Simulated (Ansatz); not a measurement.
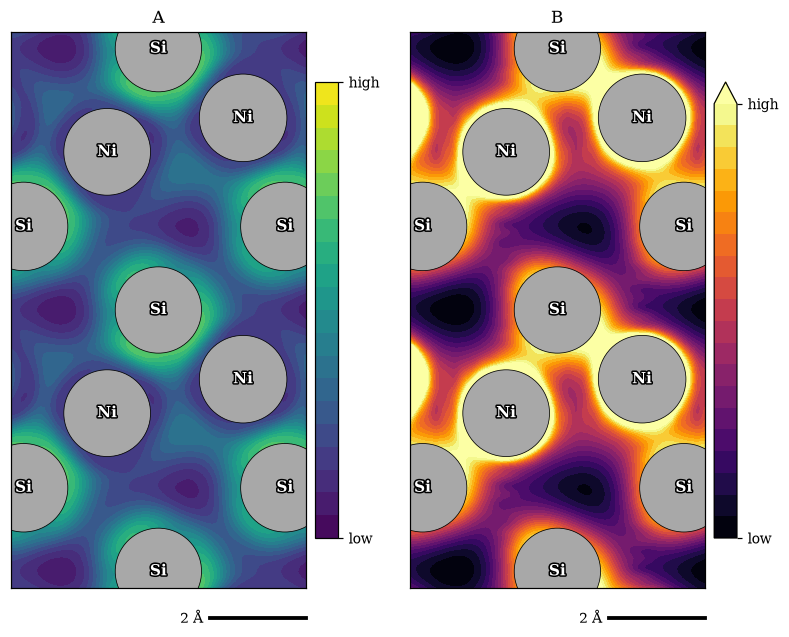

Si5Ni2 (interface cell): 2 fields on the (001) plane of the calculation cell, with unlabelled colour scales. Grey discs cover the atomic cores.

Computed without spin polarisation.

Theory: Ansatz, DFT PBE, scalar-relativistic, plane waves, PAW.

Match the panels to the quantities (electron localisation function and valence pseudo-density).

Panel A: electron localisation function. Panel B: valence pseudo-density. From the grid: Si–Ni (2.29 Å): ρ at the midpoint is about 0.49 e/Å³; the ELF peaks at about 0.75 in the valence shell of Si, 0.9 Å from its nucleus, and is about 0.50 at the midpoint. Si–Ni (2.29 Å): ρ at the midpoint is about 0.49 e/Å³; the ELF peaks at about 0.75 in the valence shell of Si, 0.9 Å from its nucleus, and is about 0.50 at the midpoint.
